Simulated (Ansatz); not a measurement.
Read the following structure.

```cif
data_structure
_symmetry_space_group_name_H-M 'P 1'
_symmetry_Int_Tables_number 1
_cell_length_a 4.1010
_cell_length_b 4.1010
_cell_length_c 4.9856
_cell_angle_alpha 90.000
_cell_angle_beta 90.000
_cell_angle_gamma 120.000
_cell_volume 72.62
loop_
_atom_site_label
_atom_site_type_symbol
_atom_site_fract_x
_atom_site_fract_y
_atom_site_fract_z
_atom_site_occupancy
Al1 Al 0.00000 0.00000 0.00000 1
Al2 Al 0.33333 0.66667 0.35171 1
Al3 Al 0.66667 0.33333 0.64829 1
Cu1 Cu 0.33333 0.66667 0.84284 1
Cu2 Cu 0.66667 0.33333 0.15716 1
```

Say what kind of structure these coordinates give.

The solid is Al3Cu2. The atoms follow space group P-3m1 (No. 164); the Bravais lattice is primitive hexagonal. With Z = 1, the cell contains 3 Al, 2 Cu. By contacts within bonding range, the coordination numbers are Al 6 to 8 (mean 7.3) and Cu 8. Not all metal-metal contacts are counted.

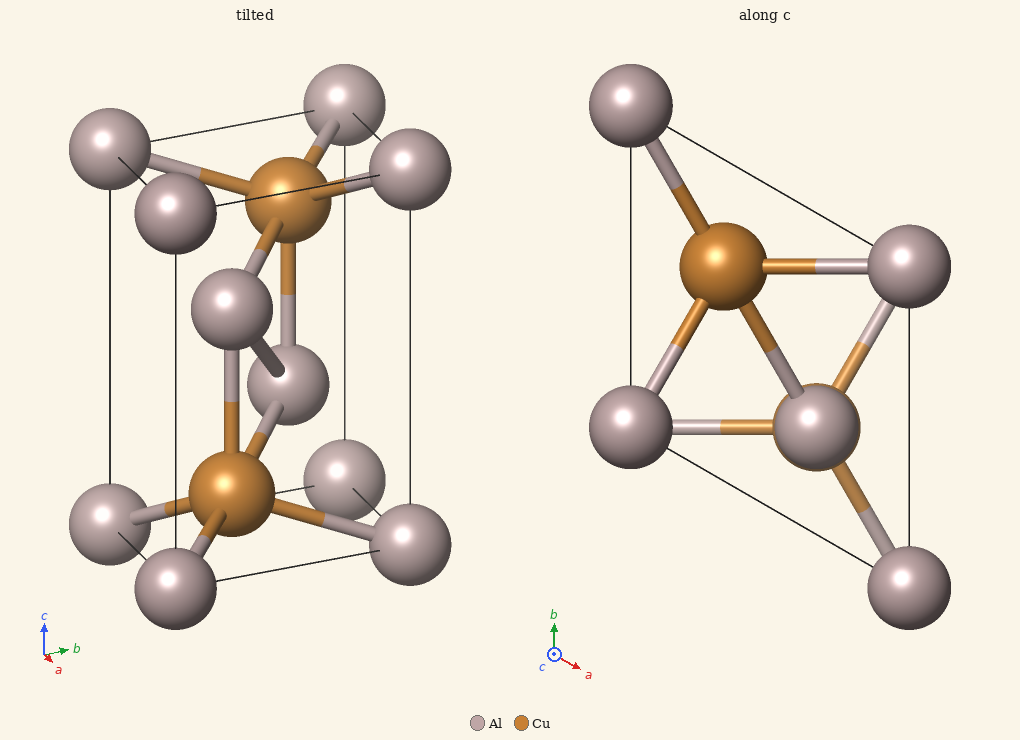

An orthographic ball-and-stick view of the structure, slightly off an axis and along the c axis. Lines trace the edges of the conventional unit cell. Colours: aluminium light grey, copper orange.

The initial geometry was a structure listed in the Materials Project. The atoms were relaxed in a fixed cell with DFT PBEsol, scalar-relativistic, plane waves, PAW (Ansatz 0.2.0).
